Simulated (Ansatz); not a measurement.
**K: one change and its effect**

System: K (P6₃/mmc, 4 atoms in the cell).
Method of run 1: DFT PBE+D3(BJ), scalar-relativistic, plane waves, PAW, no spin polarisation (Ansatz 0.2.0).

The structure derives from a Materials Project entry. Text and figures count atoms from 1; the logs count them from 0 in places.

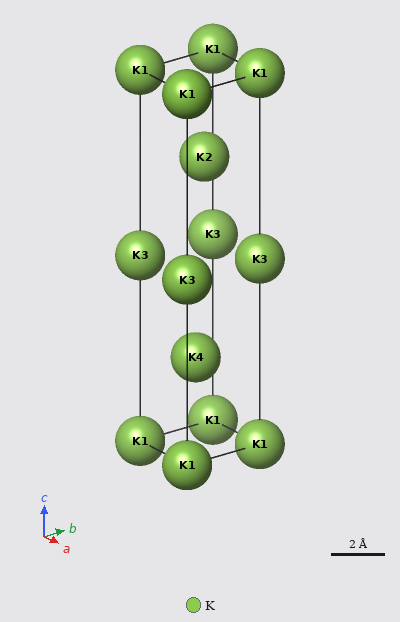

The structure (spheres-only view of the cell of the calculation, seen slightly off an axis; atoms are numbered from 1 in the order of the input).

The input, run 1:
```yaml
crystal:
  lattice:
    - [4.6146036413, 0.0, 0.0]
    - [-2.3073018206, 3.9963639817, 0.0]
    - [0.0, 0.0, 14.5618110385]
  atoms:
    - { symbol: K, position: [0.0, 0.0, 0.0] }
    - { symbol: K, position: [0.3333333333, 0.6666666667, 0.75] }
    - { symbol: K, position: [0.0, 0.0, 0.5] }
    - { symbol: K, position: [0.6666666667, 0.3333333333, 0.25] }
basis:
  ecutwfc: 420
kpoints:
  mp_grid: { grid: [12, 12, 4] }
hamiltonian:
  xc: pbe
  dispersion: d3bj
scf:
  occupations: { method: gaussian, width: 0.1 }
output:
  forces: true
  stress: true
  eigenvalues: true
```

Command:
```bash
ansatz run input.yaml --threads 1 --pin off --max-ram 2560MiB --backend cpu --events-out ev --progress --plain --runs-dir out
```

Hardware: 1 thread of AMD EPYC (Zen 3), 128 GiB of memory available, shared host.

Output, shortened to warnings, some set-up lines, iterations and results (run 1):
```
Basis set: ecut = 420 eV, 5287 PW (Γ), exchange–correlation on 64×64×200 points (8 copies of the dense FFT grid, shifted against one another)
Symmetry: 24 space group operations
k-points: 57 of 576
Initial density: superposition of atomic densities (neutral atoms: chi_scale 0, normalization atom), corrected by the library's trained network
[...]
SCF iter   1: F=—  HF=-6151.608950 eV  |F-HF|=—  |Δ(HF+E_count)|=         —  Δρ=3.87e-4  dr2=6.49e-4  ethr=1.77e-3  ⟨swp⟩=6.5  Hψ=6544  notcnv=0
SCF iter   2: F=—  HF=-6151.608561 eV  |F-HF|=—  |Δ(HF+E_count)|=   3.89e-4  Δρ=2.22e-4  dr2=2.60e-4  ethr=1.80e-6  ⟨swp⟩=2.3  Hψ=2723  notcnv=0
SCF iter   3: F=—  HF=-6151.608630 eV  |F-HF|=—  |Δ(HF+E_count)|=   6.91e-5  Δρ=7.14e-5  dr2=2.10e-5  ethr=7.22e-7  ⟨swp⟩=2.0  Hψ=2066  notcnv=0
SCF iter   4: F=—  HF=-6151.608629 eV  |F-HF|=—  |Δ(HF+E_count)|=   1.40e-6  Δρ=1.94e-5  dr2=1.88e-6  ethr=5.82e-8  ⟨swp⟩=1.8  Hψ=1369  notcnv=0
SCF iter   5: F=—  HF=-6151.608629 eV  |F-HF|=—  |Δ(HF+E_count)|=   4.70e-7  Δρ=6.80e-6  dr2=2.78e-7  ethr=5.23e-9  ⟨swp⟩=2.2  Hψ=2043  notcnv=0
SCF iter   6: F=-6151.608630 eV  HF=-6151.608630 eV  |F-HF|=1.47e-8  |Δ(HF+E_count)|=   1.41e-7  Δρ=2.25e-6  dr2=4.99e-8  ethr=2.78e-10  ⟨swp⟩=6.3  Hψ=4771  notcnv=0
SCF 1 converged in 6 iterations: F = -6151.608630 eV  dr2 = 4.99e-8
SCF converged after 6 iterations
Free energy (F): -6151.608630 eV
Harris-Foulkes:  -6151.608630 eV  (|F-HF|=1.47e-8)
Internal energy: -6151.596426 eV  (E = F + TS)
E sigma→0 (E₀):  -6151.602528 eV
Entropy (-TS):   -0.012203 eV (-3.051 meV/atom)
Fermi energy:    2.155113 eV
--- Per-component energies (eV) ---
  E_band       = -555.952155
  E_kinetic    = 1009.804463
  E_local      = -2935.578769  (includes V_loc(G=0)·N_el)
  E_nonlocal   = 52.008616
  E_hartree    = 1043.249715
  E_xc         = -535.629599
  E_vxc        = -652.955741  (∫ρ·V_xc dr)
  E_paw        = -3127.502375  (= ΣΔE_a)
  E_vpaw       = -115.731979  (= ΣTr[D̂ρ^β])
  E_aug_tail   = -0.000013  (compensation charges beyond the density's cutoff)
  E_ewald      = -1657.452487
  E_disp       = -0.495977  (pairwise vdW)
  E_smearing   = -0.012203  (= −TS)
  E_closure    = -0.000000  (closes the sum)
  Σ components = -6151.608630   (vs F -6151.608630, Δ=0.00e0)
--- Forces (eV/Å), atoms counted from 1 ---
  atom   1  K      0.00000000    -0.00000000    -0.00000000
  atom   2  K      0.00000000    -0.00000000     0.00000000
  atom   3  K      0.00000000    -0.00000000     0.00000000
  atom   4  K     -0.00000000     0.00000000     0.00000000
  max |Σ_I F_I| component: 8.67e-19 eV/Å
--- Stress (GPa, compression-positive) ---
        0.063498      -0.000000       0.000000
       -0.000000       0.063498       0.000000
        0.000000       0.000000       0.244114
  P = ⅓ Tr σ = 0.1237 GPa (1.237 kbar)
```

The input of run 2 differs as follows (lines with − go, lines with + come):
```diff
+  convergence: { dr2_threshold: 1.0e-14 }
+  max_iter: 75
```

Predict how the results change.

Both reach the same energy, so the change doesn't alter the result. The SCF takes 14 iterations against 6. On the same kind of shared host run 2 took about 1.4 times as long.

Output, shortened to warnings, some set-up lines, iterations and results (run 2):
```
Basis set: ecut = 420 eV, 5287 PW (Γ), exchange–correlation on 64×64×200 points (8 copies of the dense FFT grid, shifted against one another)
Symmetry: 24 space group operations
k-points: 57 of 576
Initial density: superposition of atomic densities (neutral atoms: chi_scale 0, normalization atom), corrected by the library's trained network
[...]
SCF iter   1: F=—  HF=-6151.608950 eV  |F-HF|=—  |Δ(HF+E_count)|=         —  Δρ=3.87e-4  dr2=6.49e-4  ethr=1.77e-3  ⟨swp⟩=6.5  Hψ=6544  notcnv=0
SCF iter   2: F=—  HF=-6151.608561 eV  |F-HF|=—  |Δ(HF+E_count)|=   3.89e-4  Δρ=2.22e-4  dr2=2.60e-4  ethr=1.80e-6  ⟨swp⟩=2.3  Hψ=2723  notcnv=0
SCF iter   3: F=—  HF=-6151.608630 eV  |F-HF|=—  |Δ(HF+E_count)|=   6.91e-5  Δρ=7.14e-5  dr2=2.10e-5  ethr=7.22e-7  ⟨swp⟩=2.0  Hψ=2066  notcnv=0
SCF iter   4: F=—  HF=-6151.608604 eV  |F-HF|=—  |Δ(HF+E_count)|=   2.61e-5  Δρ=1.94e-5  dr2=1.88e-6  ethr=5.82e-8  ⟨swp⟩=1.8  Hψ=1369  notcnv=0
SCF iter   5: F=—  HF=-6151.608629 eV  |F-HF|=—  |Δ(HF+E_count)|=   2.52e-5  Δρ=6.79e-6  dr2=2.77e-7  ethr=5.23e-9  ⟨swp⟩=2.2  Hψ=2043  notcnv=0
[... 5 lines ...]
SCF iter  11: F=—  HF=-6151.608630 eV  |F-HF|=—  |Δ(HF+E_count)|=  4.55e-12  Δρ=1.18e-8  dr2=1.00e-12  ethr=1.83e-14 (applied; sched 1.00e-12)  ⟨swp⟩=1.8  Hψ=1369  notcnv=0  …
SCF iter  12: F=—  HF=-6151.608630 eV  |F-HF|=—  |Δ(HF+E_count)|=  1.82e-12  Δρ=3.92e-9  dr2=1.25e-13  ethr=2.79e-15 (applied; sched 1.00e-12)  ⟨swp⟩=1.8  Hψ=1370  notcnv=0  …
SCF iter  13: F=—  HF=-6151.608630 eV  |F-HF|=—  |Δ(HF+E_count)|=  9.09e-13  Δρ=1.56e-9  dr2=1.56e-14  ethr=3.48e-16 (applied; sched 1.00e-12)  ⟨swp⟩=1.8  Hψ=1369  notcnv=0  …
SCF iter  14: F=-6151.608630 eV  HF=-6151.608630 eV  |F-HF|=0.00e0  |Δ(HF+E_count)|=  9.09e-13  Δρ=3.50e-10  dr2=5.26e-16  ethr=1.00e-12  ⟨swp⟩=3.2  Hψ=2831  notcnv=0
SCF 1 converged in 14 iterations: F = -6151.608630 eV  dr2 = 5.26e-16
SCF converged after 14 iterations
Free energy (F): -6151.608630 eV
Harris-Foulkes:  -6151.608630 eV  (|F-HF|=0.00e0)
Internal energy: -6151.596426 eV  (E = F + TS)
E sigma→0 (E₀):  -6151.602528 eV
Entropy (-TS):   -0.012203 eV (-3.051 meV/atom)
Fermi energy:    2.155101 eV
--- Per-component energies (eV) ---
  E_band       = -555.953040
  E_kinetic    = 1009.804911
  E_local      = -2935.579699  (includes V_loc(G=0)·N_el)
  E_nonlocal   = 52.008677
  E_hartree    = 1043.250329
  E_xc         = -535.629691
  E_vxc        = -652.955855  (∫ρ·V_xc dr)
  E_paw        = -3127.502477  (= ΣΔE_a)
  E_vpaw       = -115.731719  (= ΣTr[D̂ρ^β])
  E_aug_tail   = -0.000013  (compensation charges beyond the density's cutoff)
  E_ewald      = -1657.452487
  E_disp       = -0.495977  (pairwise vdW)
  E_smearing   = -0.012203  (= −TS)
  E_closure    = 0.000000  (closes the sum)
  Σ components = -6151.608630   (vs F -6151.608630, Δ=0.00e0)
--- Forces (eV/Å), atoms counted from 1 ---
  atom   1  K      0.00000000    -0.00000000     0.00000000
  atom   2  K      0.00000000     0.00000000     0.00000000
  atom   3  K      0.00000000     0.00000000     0.00000000
  atom   4  K     -0.00000000     0.00000000     0.00000000
  max |Σ_I F_I| component: 1.45e-19 eV/Å
--- Stress (GPa, compression-positive) ---
        0.063498      -0.000000       0.000000
       -0.000000       0.063498       0.000000
        0.000000       0.000000       0.244119
  P = ⅓ Tr σ = 0.1237 GPa (1.237 kbar)
```

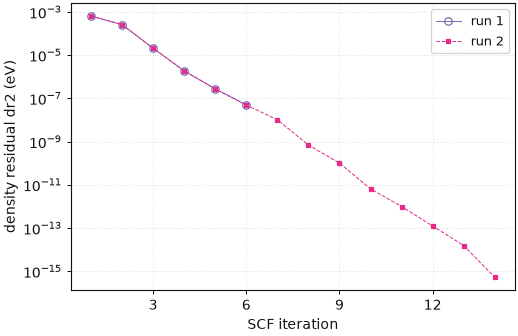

Convergence of the two runs: density residual dr2 against the SCF iteration. Run 1 takes 6 iterations in all, and run 2 takes 14.

The two runs side by side:

| quantity | run 1 | run 2 |
| --- | --- | --- |
| outcome | converged | converged |
| free energy per atom (eV) | −1537.9022 | −1537.9022 |
| energy per atom, smearing taken to zero (eV) | −1537.9006 | −1537.9006 |
| gap on the mesh (eV) | 0.00 | 0.00 |
| pressure (GPa) | 0.12 | 0.12 |
| largest force (eV/Å) | 0.000 | 0.000 |
| SCF iterations | 6 | 14 |
| irreducible k-points | 57 | 57 |
| plane waves at Γ | 5287 | 5287 |
| wall time (shared host) | 14 s | 21 s |

For run 2: The input was spoiled on purpose: an extremely tight threshold (`scf.convergence.dr2_threshold`). The threshold was met all the same, at the cost of more iterations.
